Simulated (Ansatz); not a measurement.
## Electronic structure of Ti in real space

Input file:

```
crystal:
  lattice:
    - [4.5673748306, 0.0, 0.0]
    - [-2.2836874153, 3.9554626319, 0.0]
    - [0.0, 0.0, 2.82624427]
  atoms:
    - { symbol: Ti, position: [0.0, 0.0, 0.0796109531] }
    - { symbol: Ti, position: [0.33333333, 0.66666667, 0.5] }
    - { symbol: Ti, position: [0.66666667, 0.33333333, 0.5] }
basis:
  ecutwfc: 420
kpoints:
  mp_grid: { grid: [9, 9, 14] }
hamiltonian:
  xc: pbe
scf:
  occupations: { method: gaussian, width: 0.1 }
output:
  forces: true
  stress: true
  eigenvalues: true
  write_density: true
  write_potential: true
  elf: true
  volumetric_format: npy
```

Launched as:

```sh
ansatz run input.yaml --threads 1 --pin off --max-ram 1331MiB --backend cpu --events-out ev --progress --plain --runs-dir out
```

Below, planes, directions and counts refer to the conventional cell (a = 4.57 Å, b = 4.57 Å, c = 2.83 Å, α = 90.00°, β = 90.00°, γ = 120.00°).

Space group P6mm; a structure from a database of computed crystals, not necessarily the ambient phase; changed on purpose from its base cell (one atom moved); not relaxed (largest force 1.2 eV/Å); computed without spin polarisation.

These are results of DFT PBE, scalar-relativistic, plane waves, PAW in Ansatz, not measurements.

In a PAW calculation such maps are meaningful between the atoms, not at the nuclei.

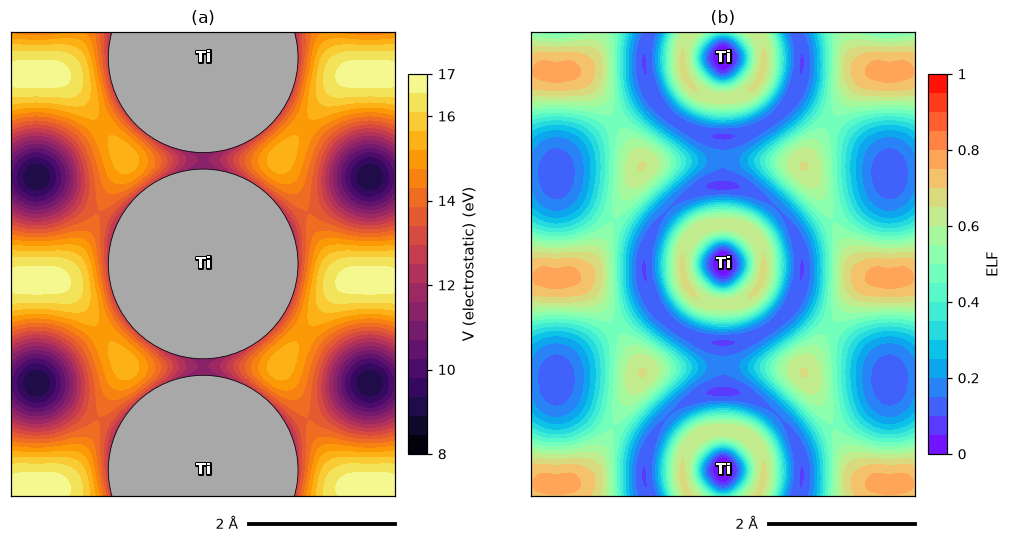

Figure 1. (a) electrostatic potential energy of an electron; (b) electron localisation function on the (010) plane of the conventional cell. Grey discs cover the atomic cores in the potential map.

What does the map show?

- The plane passes through Ti nuclei.
- Ti–Ti (2.83 Å): the ELF is about 0.15 at the midpoint: no localised pair shows between them.
- The ELF has a maximum of about 0.75 in the space between the atoms, 1.9 Å from four Ti atoms, on no atom or two-centre bond.
- The features right at Ti lie inside the PAW spheres, where the map follows smoothed inner orbitals and isn't to be read closely.
- Outside the cores the potential energy rises away from the atoms and is highest about 1.9 Å from the nearest atoms; its zero is arbitrary.

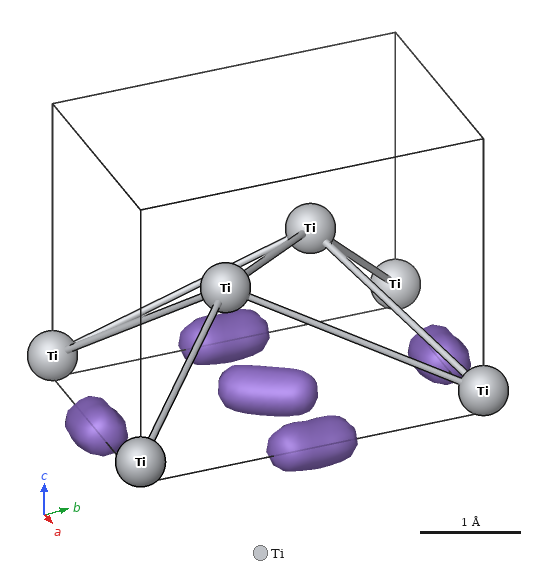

Figure 2. Isosurface of the ELF at 0.7 (purple), seen slightly off an axis. Only the valence region is drawn (cores and ρ < 0.01 e/Å³ removed). Sticks mark near contacts.

Where are the electrons localised?

The ELF exceeds this value in three pockets between the atoms, centred on no nucleus (multi-centre or interstitial), counted in one cell of 3 atoms. Any copies at cell faces, edges or corners count once. There are no localised bonds or lone pairs at this value.


Ti–Ti (2.64 Å): the ELF is about 0.10 at the midpoint; no shared electron pair shows on this line.

Does the calculation give a band gap?

It is metallic or semimetallic at this level of theory: no gap opens.
